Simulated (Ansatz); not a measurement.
Take the following structure.

Space group I4/mmm (No. 139). a = 2.995 Å, b = 2.995 Å, c = 4.175 Å, α = 90.00°, β = 90.00°, γ = 90.00°
| atom | site | symmetry | x | y | z |
| --- | --- | --- | --- | --- | --- |
| Au | 2a | 4/mmm | 0.0000 | 0.0000 | 0.0000 |

Question: Before looking at a picture, describe the arrangement of atoms.

Answer: The element is gold. Strictly the space group is I4/mmm (No. 139, within 0.01 Å). It is a distorted form of a face-centred cubic structure, space group Fm-3m (No. 225) within 0.25 Å: face-centred cubic (Cu type). The cell holds four atoms. Au is coordinated by twelve Au in a cuboctahedral arrangement at 2.97 to 3.00 Å. The bonds build a three-dimensional framework.

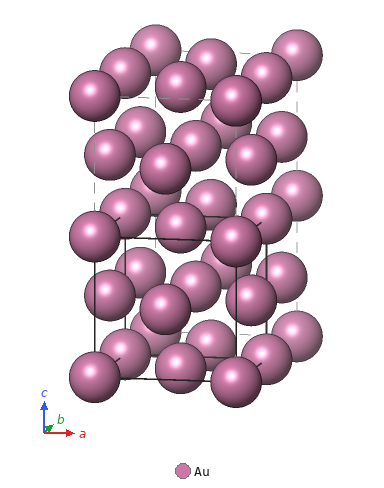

We look at a spheres-only model of the crystal slightly off an axis. The picture spans 1×2×2 cells, one drawn cell (a repeat of the simulation cell) being drawn with solid lines. Colours: gold pink.

Its origin is a structure listed in the Materials Project. The cell was then strained or its atoms displaced on purpose. It was relaxed at fixed volume with DFT PBEsol, scalar-relativistic, plane waves, PAW (Ansatz 0.2.0).

At this level of theory the cell isn't at rest (stretched, at -13 GPa), so its distances can differ from those at equilibrium, the more so the softer the solid.
